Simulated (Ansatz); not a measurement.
Geometry relaxation of I (part 2 of 2)

Continued. System: I (P6/mmm, 1 atom in the cell). Method: DFT, PBE, PAW with Ansatz's default frozen-core files, scalar-relativistic, no spin polarisation (Ansatz 0.2.0); cutoff 420 eV, 12×12×12 k-mesh, Fermi–Dirac smearing of 0.08 eV. Its volume is 0.40 times that of the source entry. It belongs to a series of runs on one base structure; here: shape and atoms relaxed at 0.4 of the volume.

Geometry of the input (Å; fractional positions):
```
3.3506  0.0000  0.0000
-1.6753  2.9017  0.0000
0.0000  0.0000  2.1586
I  0.0000  0.0000  0.0000
```

Log, continued
```
SCF iter   1: F=—  HF=-7510.489815 eV  |F-HF|=—  |Δ(HF+E_count)|=         —  Δρ=6.33e-4  dr2=7.61e-5  ethr=4.21e-7  ⟨swp⟩=2.9  Hψ=14387  notcnv=0
preconditioner: auto → none  [metal: Δε(μ)=0.029 eV  Ē_g=16.089 eV  σ=0.080 eV  W_gap=0.09  n_scr=8 (ndim 8)  ℏωp=21.4 eV  f_vac=0.000  D(μ)=0.69/eV (n_scr^D=8)]
SCF iter   2: F=—  HF=-7510.489789 eV  |F-HF|=—  |Δ(HF+E_count)|=   2.61e-5  Δρ=2.01e-4  dr2=4.74e-6  ethr=4.21e-7  ⟨swp⟩=2.1  Hψ=2061  notcnv=0
SCF iter   3: F=—  HF=-7510.489788 eV  |F-HF|=—  |Δ(HF+E_count)|=   8.79e-7  Δρ=4.57e-5  dr2=1.84e-7  ethr=2.79e-8  ⟨swp⟩=2.1  Hψ=2325  notcnv=0
SCF iter   4: F=-7510.489788 eV  HF=-7510.489788 eV  |F-HF|=1.34e-9  |Δ(HF+E_count)|=   3.65e-8  Δρ=2.94e-6  dr2=1.59e-9  ethr=5.88e-10  ⟨swp⟩=7.4  Hψ=8346  notcnv=0
SCF 11 converged in 4 iterations: F = -7510.489788 eV  dr2 = 1.59e-9
relax step  11: F+E_penalty+E_count = -7510.48978772 eV  Δ(F+E_penalty+E_count) = -4.089e-3 eV  max|allowed force component| = 0.000e0 eV/Å  Δτ_max = 0.0000 Å  P = +68.087 GPa  Ω = 20.987 Å³  energy of the carried Pulay correction = -6.631e-7 eV  fix = [volume]  reactions: volume +68.087 GPa  (4 SCF iters, accepted)
iter 1 solved again at ethr=1.13e-6 eV; its pass at ethr=3.10e-3 eV (dr2=1.91e-4 eV) is discarded
SCF iter   1: F=—  HF=-7510.491892 eV  |F-HF|=—  |Δ(HF+E_count)|=         —  Δρ=8.50e-4  dr2=1.34e-4  ethr=1.13e-6  ⟨swp⟩=2.3  Hψ=13864  notcnv=0
preconditioner: auto → none  [metal: Δε(μ)=0.004 eV  Ē_g=16.092 eV  σ=0.080 eV  W_gap=0.01  n_scr=8 (ndim 8)  ℏωp=21.4 eV  f_vac=0.000  D(μ)=0.73/eV (n_scr^D=8)]
SCF iter   2: F=—  HF=-7510.491842 eV  |F-HF|=—  |Δ(HF+E_count)|=   4.99e-5  Δρ=2.67e-4  dr2=7.80e-6  ethr=7.89e-7  ⟨swp⟩=2.1  Hψ=2020  notcnv=0
SCF iter   3: F=—  HF=-7510.491841 eV  |F-HF|=—  |Δ(HF+E_count)|=   1.05e-6  Δρ=6.33e-5  dr2=3.52e-7  ethr=4.59e-8  ⟨swp⟩=2.2  Hψ=2171  notcnv=0
SCF iter   4: F=-7510.491841 eV  HF=-7510.491841 eV  |F-HF|=1.48e-10  |Δ(HF+E_count)|=   2.39e-8  Δρ=2.33e-6  dr2=6.85e-10  ethr=5.88e-10  ⟨swp⟩=7.6  Hψ=8547  notcnv=0
SCF 12 converged in 4 iterations: F = -7510.491841 eV  dr2 = 6.85e-10
relax step  12: F+E_penalty+E_count = -7510.49184108 eV  Δ(F+E_penalty+E_count) = -2.053e-3 eV  max|allowed force component| = 0.000e0 eV/Å  Δτ_max = 0.0000 Å  P = +67.824 GPa  Ω = 20.987 Å³  energy of the carried Pulay correction = -1.232e-6 eV  fix = [volume]  reactions: volume +67.824 GPa  (4 SCF iters, accepted)
iter 1 solved again at ethr=1.06e-5 eV; its pass at ethr=3.10e-3 eV (dr2=1.80e-3 eV) is discarded
SCF iter   1: F=—  HF=-7510.479433 eV  |F-HF|=—  |Δ(HF+E_count)|=         —  Δρ=2.96e-3  dr2=1.60e-3  ethr=1.06e-5  ⟨swp⟩=2.0  Hψ=15140  notcnv=0
preconditioner: auto → none  [metal: Δε(μ)=0.162 eV  Ē_g=16.099 eV  σ=0.080 eV  W_gap=0.42  n_scr=8 (ndim 8)  ℏωp=21.4 eV  f_vac=0.000  D(μ)=0.43/eV (n_scr^D=0)]
SCF iter   2: F=—  HF=-7510.478822 eV  |F-HF|=—  |Δ(HF+E_count)|=   6.11e-4  Δρ=1.03e-3  dr2=1.19e-4  ethr=9.39e-6  ⟨swp⟩=2.1  Hψ=2062  notcnv=0
SCF iter   3: F=—  HF=-7510.478797 eV  |F-HF|=—  |Δ(HF+E_count)|=   2.50e-5  Δρ=2.18e-4  dr2=4.37e-6  ethr=7.00e-7  ⟨swp⟩=2.3  Hψ=2276  notcnv=0
SCF iter   4: F=—  HF=-7510.478797 eV  |F-HF|=—  |Δ(HF+E_count)|=   3.84e-7  Δρ=1.72e-5  dr2=5.24e-8  ethr=5.88e-10  ⟨swp⟩=6.5  Hψ=9532  notcnv=0
SCF iter   5: F=-7510.478797 eV  HF=-7510.478797 eV  |F-HF|=3.86e-10  |Δ(HF+E_count)|=   1.80e-8  Δρ=4.16e-6  dr2=1.39e-9  ethr=3.08e-10  ⟨swp⟩=5.2  Hψ=8532  notcnv=0
SCF 13 converged in 5 iterations: F = -7510.478797 eV  dr2 = 1.39e-9
relax step  13: F+E_penalty+E_count = -7510.47879706 eV  Δ(F+E_penalty+E_count) = +1.304e-2 eV  max|allowed force component| = 0.000e0 eV/Å  Δτ_max = 0.0000 Å  P = +67.408 GPa  Ω = 20.987 Å³  energy of the carried Pulay correction = -4.273e-6 eV  fix = [volume]  (5 SCF iters, rejected (line search))
iter 1 solved again at ethr=6.14e-6 eV; its pass at ethr=3.10e-3 eV (dr2=1.04e-3 eV) is discarded
SCF iter   1: F=—  HF=-7510.493683 eV  |F-HF|=—  |Δ(HF+E_count)|=         —  Δρ=2.32e-3  dr2=9.29e-4  ethr=6.14e-6  ⟨swp⟩=2.0  Hψ=14917  notcnv=0
preconditioner: auto → none  [metal: Δε(μ)=0.027 eV  Ē_g=16.085 eV  σ=0.080 eV  W_gap=0.08  n_scr=8 (ndim 8)  ℏωp=21.4 eV  f_vac=0.000  D(μ)=0.65/eV (n_scr^D=2)]
SCF iter   2: F=—  HF=-7510.493342 eV  |F-HF|=—  |Δ(HF+E_count)|=   3.41e-4  Δρ=7.95e-4  dr2=6.58e-5  ethr=5.46e-6  ⟨swp⟩=1.9  Hψ=2025  notcnv=0
SCF iter   3: F=—  HF=-7510.493333 eV  |F-HF|=—  |Δ(HF+E_count)|=   8.91e-6  Δρ=1.81e-4  dr2=3.01e-6  ethr=3.87e-7  ⟨swp⟩=2.1  Hψ=2294  notcnv=0
SCF iter   4: F=—  HF=-7510.493334 eV  |F-HF|=—  |Δ(HF+E_count)|=   6.00e-7  Δρ=1.33e-5  dr2=4.04e-8  ethr=1.77e-8  ⟨swp⟩=2.2  Hψ=2620  notcnv=0
SCF iter   5: F=—  HF=-7510.493334 eV  |F-HF|=—  |Δ(HF+E_count)|=   6.10e-8  Δρ=1.26e-6  dr2=1.37e-10  ethr=1.32e-11  ⟨swp⟩=7.2  Hψ=7726  notcnv=0
SCF iter   6: F=-7510.493334 eV  HF=-7510.493334 eV  |F-HF|=5.46e-12  |Δ(HF+E_count)|=  6.09e-11  Δρ=1.85e-7  dr2=9.07e-12  ethr=1.00e-12  ⟨swp⟩=4.0  Hψ=7234  notcnv=0
SCF 14 converged in 6 iterations: F = -7510.493334 eV  dr2 = 9.07e-12
relax step  14: F+E_penalty+E_count = -7510.49333398 eV  Δ(F+E_penalty+E_count) = -1.493e-3 eV  max|allowed force component| = 0.000e0 eV/Å  Δτ_max = 0.0000 Å  P = +67.579 GPa  Ω = 20.987 Å³  energy of the carried Pulay correction = -1.848e-6 eV  fix = [volume]  reactions: volume +67.579 GPa  (6 SCF iters, accepted)
iter 1 solved again at ethr=8.31e-8 eV; its pass at ethr=3.10e-3 eV (dr2=1.41e-5 eV) is discarded
SCF iter   1: F=—  HF=-7510.492956 eV  |F-HF|=—  |Δ(HF+E_count)|=         —  Δρ=5.80e-4  dr2=1.48e-6  ethr=8.31e-8  ⟨swp⟩=3.0  Hψ=15064  notcnv=0
preconditioner: auto → none  [metal: Δε(μ)=0.015 eV  Ē_g=16.088 eV  σ=0.080 eV  W_gap=0.05  n_scr=8 (ndim 8)  ℏωp=21.4 eV  f_vac=0.000  D(μ)=0.64/eV (n_scr^D=2)]
SCF iter   2: F=—  HF=-7510.493236 eV  |F-HF|=—  |Δ(HF+E_count)|=   2.80e-4  Δρ=2.90e-4  dr2=3.70e-7  ethr=8.73e-9  ⟨swp⟩=1.2  Hψ=1765  notcnv=0
SCF iter   3: F=—  HF=-7510.493328 eV  |F-HF|=—  |Δ(HF+E_count)|=   9.26e-5  Δρ=4.43e-6  dr2=3.03e-9  ethr=2.18e-9  ⟨swp⟩=1.3  Hψ=1771  notcnv=0
SCF iter   4: F=-7510.493328 eV  HF=-7510.493328 eV  |F-HF|=3.27e-11  |Δ(HF+E_count)|=   8.84e-9  Δρ=5.88e-7  dr2=5.88e-11  ethr=1.32e-11  ⟨swp⟩=8.5  Hψ=10443  notcnv=0
SCF 15 converged in 4 iterations: F = -7510.493328 eV  dr2 = 5.88e-11
relax step  15: F+E_penalty+E_count = -7510.49332844 eV  Δ(F+E_penalty+E_count) = +5.536e-6 eV  max|allowed force component| = 0.000e0 eV/Å  Δτ_max = 0.0000 Å  P = +67.579 GPa  Ω = 20.987 Å³  fix = [volume]  reactions: volume +67.579 GPa  stress off target by 4.51e-1 GPa on what of the cell is left free  SCF on the basis re-selected at this cell (its energy is not comparable with the rows above)  (4 SCF iters)
```

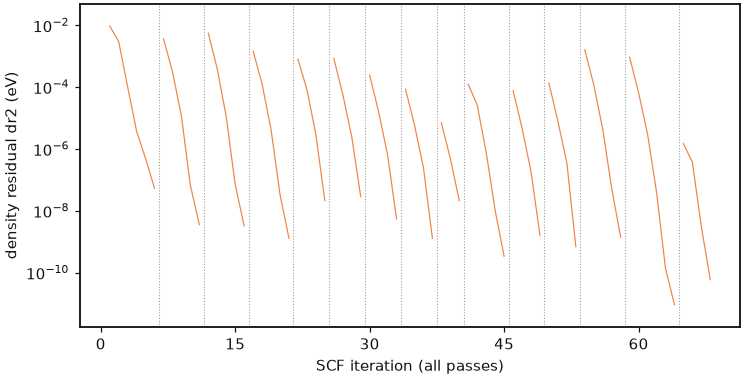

Convergence of the self-consistent field: density residual dr2 against the SCF iteration. The dotted lines part the SCF passes of the relaxation: geometry steps, rejected trials and re-solves on a re-selected basis. The 15 passes take 3 to 6 iterations each, 68 in all.

```
basis re-selected at this cell: Δ(F+E_penalty+E_count) = +5.536e-6 eV, ΔP = +0.000 GPa vs the last step (what re-selecting the basis moved, of the pressure what is left beyond the Pulay correction that the steps carried, after the strain that the cell walked since its last selection, with what the two solves' SCF thresholds leave and, on support functions, any second-order correction that the steps lacked; it is no measure of the basis error at this ecutwfc). This SCF's stress stands 4.51e-1 GPa from its target on what of the cell is left free (relax.cell.stress_tol is 7.50e-1 GPa) and its largest allowed force component is 0.00e0 eV/Å (relax.f_tol is 5.00e-3 eV/Å): within both
SCF converged after 4 iterations
Free energy (F): -7510.493328 eV
Harris-Foulkes:  -7510.493328 eV  (|F-HF|=3.27e-11)
Internal energy: -7510.480433 eV  (E = F + TS)
E sigma→0 (E₀):  -7510.486881 eV
Entropy (-TS):   -0.012896 eV (-12.896 meV/atom)
Fermi energy:    18.281272 eV
--- Per-component energies (eV) ---
  E_band       = -212.567227
  E_kinetic    = 199.653832
  E_local      = -1253.729504  (includes V_loc(G=0)·N_el)
  E_nonlocal   = -92.036691
  E_hartree    = 740.032679
  E_xc         = -132.948607
  E_vxc        = -135.108935  (∫ρ·V_xc dr)
  E_paw        = -4813.537565  (= ΣΔE_a)
  E_vpaw       = -411.411052  (= ΣTr[D̂ρ^β])
  E_aug_tail   = -0.000007  (compensation charges beyond the density's cutoff)
  E_ewald      = -2157.914569
  E_smearing   = -0.012896  (= −TS)
  E_closure    = 0.000000  (closes the sum)
  Σ components = -7510.493328   (vs F -7510.493328, Δ=0.00e0)
--- Forces (eV/Å), atoms counted from 1 ---
  atom   1  I      0.00000000    -0.00000000     0.00000000
  max |Σ_I F_I| component: 4.93e-32 eV/Å
--- Stress (GPa, compression-positive) ---
       67.353999       0.000000      -0.000000
        0.000000      67.353999      -0.000000
       -0.000000      -0.000000      68.030421
  P = ⅓ Tr σ = 67.5795 GPa (675.795 kbar)
--- Band table (eV; the first three rows and the last of 133) ---
  k-point 0: bands = ["-28.7274", "-28.5471", "-28.5471", "-28.5379", "-28.5379", "-0.9694", "18.3910", "19.5116", "19.5116", "23.3060", "27.3268", "27.3628", "27.3628"]
  k-point 1: bands = ["-28.7170", "-28.5499", "-28.5499", "-28.5376", "-28.5376", "-0.8440", "16.9466", "19.6360", "19.6360", "24.6063", "27.4617", "27.4617", "27.7315"]
  k-point 2: bands = ["-28.6884", "-28.5574", "-28.5574", "-28.5368", "-28.5368", "-0.4729", "14.4611", "19.9949", "19.9949", "26.0724", "27.7571", "27.7571", "28.0229"]
  k-point 132: bands = ["-28.6116", "-28.6116", "-28.5230", "-28.4927", "-28.4927", "6.9025", "11.0927", "12.3817", "12.3817", "19.7428", "19.7428", "34.8125", "34.8125"]
--- Relaxed structure (13 steps of the walk, 12 accepted, 2 SCFs on fresh bases) ---
  F+E_penalty+E_count = -7510.49332844 eV   max|allowed force component| = 0.000e0 eV/Å   (the final SCF, on the basis selected at the relaxed cell)
  cell:  # Å, volume = 20.9866 Å³
    - [2.957539493742137, 2.5481004537276216e-11, -1.407579993708677e-32]
    - [-1.4787697468931358, 2.561304334263718, -1.0014593559325561e-32]
    - [-9.068020825361199e-33, -1.268518148700112e-32, 2.7704549592564556]
  atoms:
    - { symbol: I, position: [0.0, 0.0, 0.0] }
```

File rho_z.tsv
```
# z_ang	rho[e/angstrom^3]
# format = ansatz-planar-average/11
# lattice	2.957539494	0.000000000	-0.000000000
# lattice	-1.478769747	2.561304334	-0.000000000
# lattice	-0.000000000	-0.000000000	2.770454959
# sites	1
# site	53	0.000000000	0.000000000	0.000000000
0.000000	2.164723e0
0.138523	2.016759e0
0.277045	1.622886e0
0.415568	1.126041e0
0.554091	7.077904e-1
0.692614	4.669406e-1
0.831136	3.468463e-1
0.969659	2.654067e-1
1.108182	2.081775e-1
1.246705	1.750502e-1
1.385227	1.642695e-1
1.523750	1.750502e-1
1.662273	2.081775e-1
1.800796	2.654067e-1
1.939318	3.468463e-1
2.077841	4.669406e-1
2.216364	7.077904e-1
2.354887	1.126041e0
2.493409	1.622886e0
2.631932	2.016759e0
```

Trajectory as extended XYZ (Å, eV, eV/Å), 15 frames, from step=1 to step=15
```
1
Lattice="3.3506 0.0000 0.0000 -1.6753 2.9017 0.0000 0.0000 0.0000 2.1586" Properties=species:S:1:pos:R:3:forces:R:3 step=1 energy=-7506.72832 pressure_GPa=144.87
I     0.0000    0.0000    0.0000    0.0000   0.0000   0.0000
1
Lattice="3.2709 0.0000 0.0000 -1.6355 2.8327 0.0000 0.0000 0.0000 2.2650" Properties=species:S:1:pos:R:3:forces:R:3 step=2 energy=-7508.50554 pressure_GPa=115.12
I     0.0000    0.0000    0.0000    0.0000   0.0000   0.0000
1
Lattice="3.1950 0.0000 0.0000 -1.5975 2.7669 0.0000 0.0000 0.0000 2.3740" Properties=species:S:1:pos:R:3:forces:R:3 step=3 energy=-7509.56957 pressure_GPa=92.94
I     0.0000    0.0000    0.0000    0.0000   0.0000   0.0000
1
Lattice="3.1226 0.0000 0.0000 -1.5613 2.7043 0.0000 0.0000 0.0000 2.4852" Properties=species:S:1:pos:R:3:forces:R:3 step=4 energy=-7510.14883 pressure_GPa=79.08
I     0.0000    0.0000    0.0000    0.0000   0.0000   0.0000
1
Lattice="3.0520 0.0000 0.0000 -1.5260 2.6431 0.0000 0.0000 0.0000 2.6016" Properties=species:S:1:pos:R:3:forces:R:3 step=5 energy=-7510.40722 pressure_GPa=70.78
I     0.0000    0.0000    0.0000    0.0000   0.0000   0.0000
1
Lattice="3.0113 0.0000 0.0000 -1.5056 2.6078 0.0000 0.0000 0.0000 2.6725" Properties=species:S:1:pos:R:3:forces:R:3 step=6 energy=-7510.45201 pressure_GPa=67.85
I     0.0000    0.0000    0.0000    0.0000   0.0000   0.0000
1
Lattice="2.9970 0.0000 0.0000 -1.4985 2.5955 0.0000 0.0000 0.0000 2.6980" Properties=species:S:1:pos:R:3:forces:R:3 step=7 energy=-7510.45668 pressure_GPa=66.94
I     0.0000    0.0000    0.0000    0.0000   0.0000   0.0000
1
Lattice="2.9857 0.0000 0.0000 -1.4928 2.5857 0.0000 0.0000 0.0000 2.7184" Properties=species:S:1:pos:R:3:forces:R:3 step=8 energy=-7510.45744 pressure_GPa=66.17
I     0.0000    0.0000    0.0000    0.0000   0.0000   0.0000
1
Lattice="2.9896 0.0000 0.0000 -1.4948 2.5890 0.0000 0.0000 0.0000 2.7114" Properties=species:S:1:pos:R:3:forces:R:3 step=9 energy=-7510.45761 pressure_GPa=66.43
I     0.0000    0.0000    0.0000    0.0000   0.0000   0.0000
1
Lattice="2.9896 0.0000 0.0000 -1.4948 2.5890 0.0000 0.0000 0.0000 2.7114" Properties=species:S:1:pos:R:3:forces:R:3 step=10 energy=-7510.48570 pressure_GPa=68.45
I     0.0000    0.0000    0.0000    0.0000   0.0000   0.0000
1
Lattice="2.9779 0.0000 0.0000 -1.4890 2.5790 0.0000 0.0000 0.0000 2.7326" Properties=species:S:1:pos:R:3:forces:R:3 step=11 energy=-7510.48979 pressure_GPa=68.09
I     0.0000    0.0000    0.0000    0.0000   0.0000   0.0000
1
Lattice="2.9681 0.0000 0.0000 -1.4840 2.5704 0.0000 0.0000 0.0000 2.7508" Properties=species:S:1:pos:R:3:forces:R:3 step=12 energy=-7510.49184 pressure_GPa=67.82
I     0.0000    0.0000    0.0000    0.0000   0.0000   0.0000
1
Lattice="2.9171 0.0000 0.0000 -1.4585 2.5263 0.0000 0.0000 0.0000 2.8478" Properties=species:S:1:pos:R:3:forces:R:3 step=13 energy=-7510.47880 pressure_GPa=67.41 accepted=F
I     0.0000    0.0000    0.0000    0.0000   0.0000   0.0000
1
Lattice="2.9575 0.0000 0.0000 -1.4788 2.5613 0.0000 0.0000 0.0000 2.7705" Properties=species:S:1:pos:R:3:forces:R:3 step=14 energy=-7510.49333 pressure_GPa=67.58
I     0.0000    0.0000    0.0000    0.0000   0.0000   0.0000
1
Lattice="2.9575 0.0000 0.0000 -1.4788 2.5613 0.0000 0.0000 0.0000 2.7705" Properties=species:S:1:pos:R:3:forces:R:3 step=15 energy=-7510.49333 pressure_GPa=67.58
I     0.0000    0.0000    0.0000    0.0000   0.0000   0.0000
```

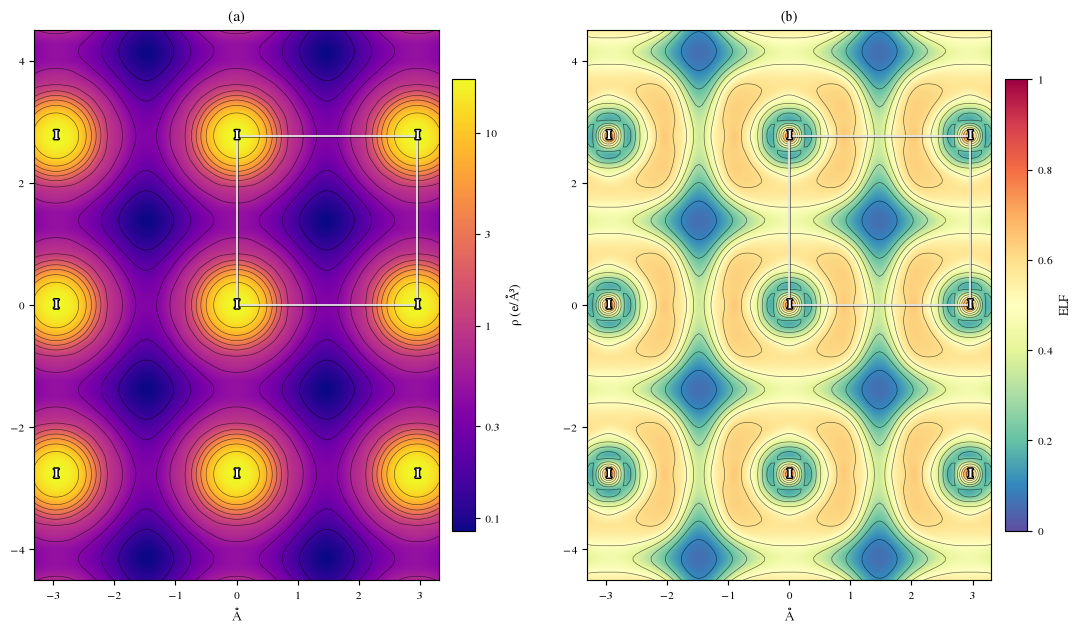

(a) valence pseudo-density; (b) ELF on the (100) plane of the conventional cell. I–I (2.77 Å): ρ at the midpoint is about 0.46 e/Å³; the ELF is about 0.45 at the midpoint. I–I (2.96 Å): ρ is about 0.35 e/Å³ halfway; the ELF peaks at about 0.65 between the atoms. Away from the nuclei the density in this plane falls to 0.09 e/Å³ at its lowest. Core electrons are frozen (PAW), so the fields are smoothed inside the atomic spheres.

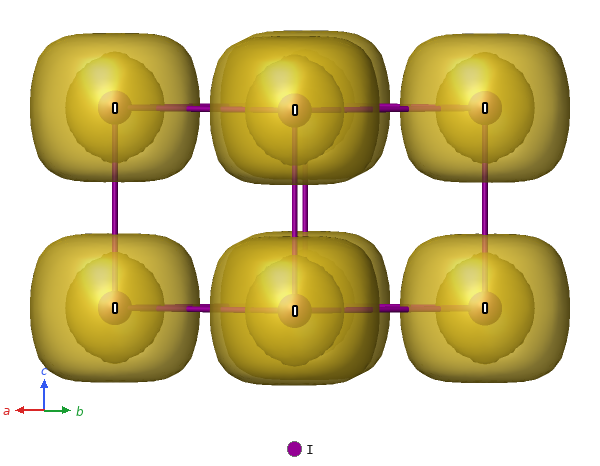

Isosurface of the electron localisation function at 0.55 (yellow), seen at an oblique angle. Only the valence region is drawn (cores and ρ < 0.01 e/Å³ removed). Sticks mark near contacts. The outline is the cell set on symmetry axes. Values along the shortest contacts: I–I (2.77 Å): the ELF is about 0.45 at the midpoint. I–I (2.96 Å): the ELF peaks at about 0.65 between the atoms.

Key numbers

```tsv
quantity	value
outcome	converged
space group (tolerance 0.01 Å)	P6/mmm (191)
electrons treated	17
free energy	−7510.4933 eV
Fermi energy	18.281 eV
pressure	67.58 GPa
final volume	20.99 Å³
largest force (length of the vector) at the end	under 0.001 eV/Å
final cell	a = 2.958 Å, b = 2.958 Å, c = 2.770 Å, α = 90.00°, β = 90.00°, γ = 120.00°
wall time	31 s
peak memory	0.32 GiB
```

Notes

The cell holds an odd number of electrons but the run has no spin polarisation, so a band is left half filled. The cell is under a pressure of 68 GPa at this level, so it is not at its equilibrium volume.
